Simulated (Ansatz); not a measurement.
```xyz
12
Lattice="4.9198 0.0000 0.0000 0.0000 4.4770 0.0000 0.0000 0.0000 6.1509" Properties=species:S:1:pos:R:3 pbc="T T T"
O     0.0000    3.1752    3.7667
O     2.4599    0.9367    3.7667
O     0.0000    1.3018    2.3842
O     2.4599    3.5403    2.3842
O     0.0000    3.5403    0.6912
O     2.4599    1.3018    0.6912
O     0.0000    0.9367    5.4596
O     2.4599    3.1752    5.4596
C     0.0000    2.2385    3.0754
C     2.4599    0.0000    3.0754
C     0.0000    0.0000    0.0000
C     2.4599    2.2385    0.0000
```

Space group Cmce; a structure from a database of computed crystals, not necessarily the ambient phase; computed pressure about 5 GPa in this cell.

Computed with Kohn-Sham DFT of a periodic cell, PBEsol, Ansatz PAW in Ansatz.

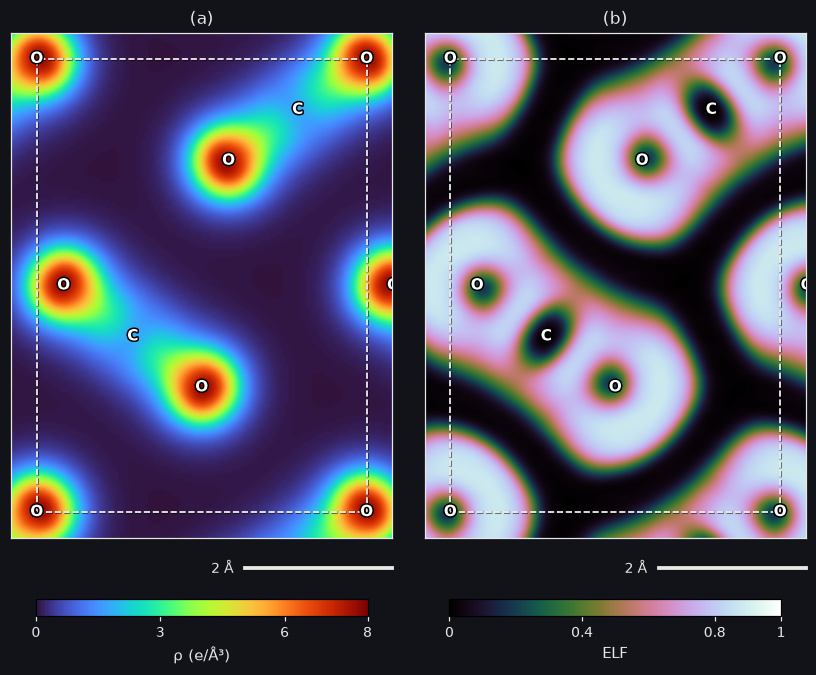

CO2. (a) valence pseudo-density; (b) electron localisation function on the (100) plane of the conventional cell.

The density is the valence pseudo-density of a PAW calculation; it isn't the true density close to the nuclei.

**What does the map show?**

Atoms in the plane: O and C.
C–O (1.16 Å): ρ at the midpoint is about 3.6 e/Å³; the ELF peaks at about 0.80 between the atoms (inside overlapping PAW spheres, so only a guide): a short, multiple covalent bond.
Between the atoms the lowest density in this plane is 0.03 e/Å³.

**Metal or insulator at this level of theory?**

It is gapped, with a Kohn–Sham gap of 6.4 eV on the k-point mesh (the band edges may lie off the mesh, which would make the gap smaller).
